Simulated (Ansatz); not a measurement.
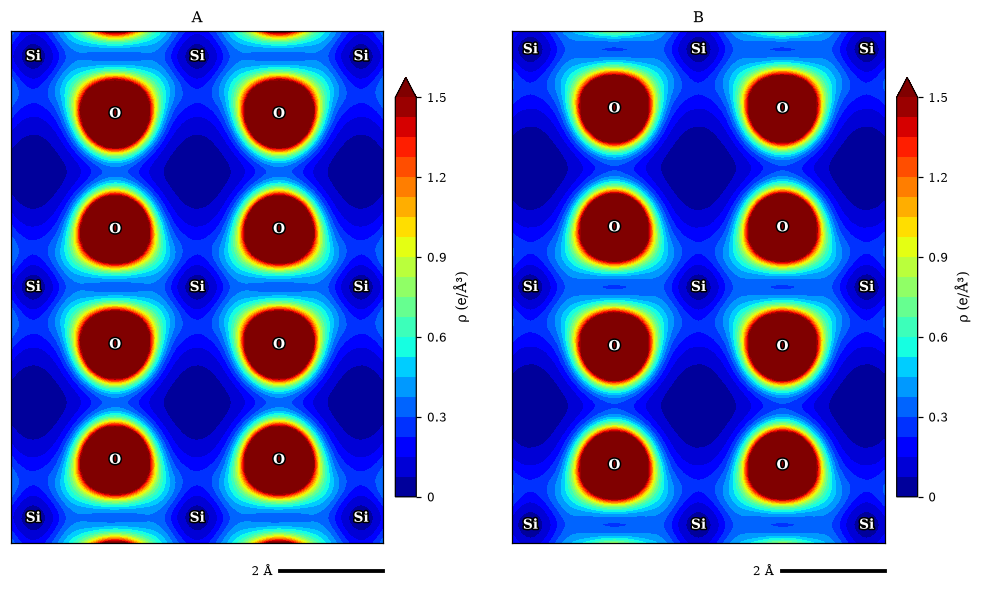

SiO2. The valence electron density of two cells that differ in size and shape, on the (011̄) plane of each (indices in the axes of the calculation cell), at one length scale and on one colour scale: B has 8.2 Å³ an atom and A 7.6.

Theory: DFT, HSE06, plane waves, PAW (Ansatz).

The density is the valence pseudo-density of a PAW calculation; it isn't the true density close to the nuclei.

The larger cell:

```cif
data_structure
_symmetry_space_group_name_H-M 'P 1'
_symmetry_Int_Tables_number 1
_cell_length_a 3.2661
_cell_length_b 3.2661
_cell_length_c 3.2661
_cell_angle_alpha 60.000
_cell_angle_beta 60.000
_cell_angle_gamma 60.000
_cell_volume 24.64
loop_
_atom_site_label
_atom_site_type_symbol
_atom_site_fract_x
_atom_site_fract_y
_atom_site_fract_z
_atom_site_occupancy
Si1 Si 0.00000 0.00000 0.00000 1
O1 O 0.25000 0.25000 0.25000 1
O2 O 0.75000 0.75000 0.75000 1
```

The smaller cell: a = 3.184 Å, b = 3.184 Å, c = 3.170 Å, α = 60.15°, β = 60.15°, γ = 59.71°.

Question: What does the compression do to the bonding and the properties?

Answer: From the larger cell to the smaller, Si–O goes from 2.00 to 1.95 Å, and the density at its midpoint from 0.6 to 0.67 e/Å³; the pressure goes from −20 to 2.7 GPa; the Kohn–Sham gap goes from 2.9 eV to 3.5 eV.
